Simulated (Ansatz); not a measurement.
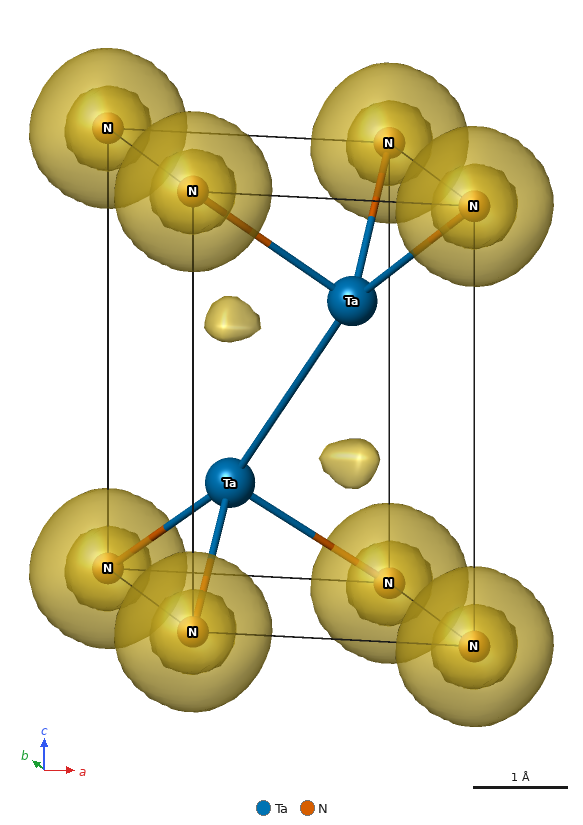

The picture shows: Ta$_{2}$N. Isosurface of the ELF at 0.7 (yellow), seen slightly off an axis. Core shells and regions of very low density are left out. Sticks mark near contacts.

Space group P3m1; a structure from a database of computed crystals, not necessarily the ambient phase; changed on purpose from its base cell (atom 1 (Ta) moved by (+0.000, -0.100) A along [1 1 0] and z); not relaxed (largest force 1.8 eV/Å); computed without spin polarisation.

Theory: DFT PBEsol, scalar-relativistic, plane waves, PAW (Ansatz).

```
CELL_PARAMETERS angstrom
3.07862 0.00000 0.00000
-1.53931 2.66616 0.00000
0.00000 0.00000 4.82326
ATOMIC_POSITIONS crystal
Ta 0.66667 0.33333 0.72552
Ta 0.33333 0.66667 0.25374
N 0.00000 0.00000 0.00000
```

> Describe the localisation domains.

The surface consists of one region wrapped around N (its valence shell) and two pockets between the atoms, centred on no nucleus (multi-centre or interstitial), counted in one cell of 3 atoms. Any copies at cell faces, edges or corners count once. Profiles from the grid: Ta–N (2.16 Å): the ELF peaks at about 0.80 in the valence shell of N, 0.6 Å from its nucleus, and drops to about 0.20 between the two atoms; no localised pair shows between them. Ta–Ta (2.89 Å): the ELF is about 0.35 at the midpoint.

> Does the calculation make it a metal, or give it a gap?

It is metallic or semimetallic at this level of theory: no gap opens; semilocal functionals without U, or without the true magnetic order, often close the gap of such compounds.
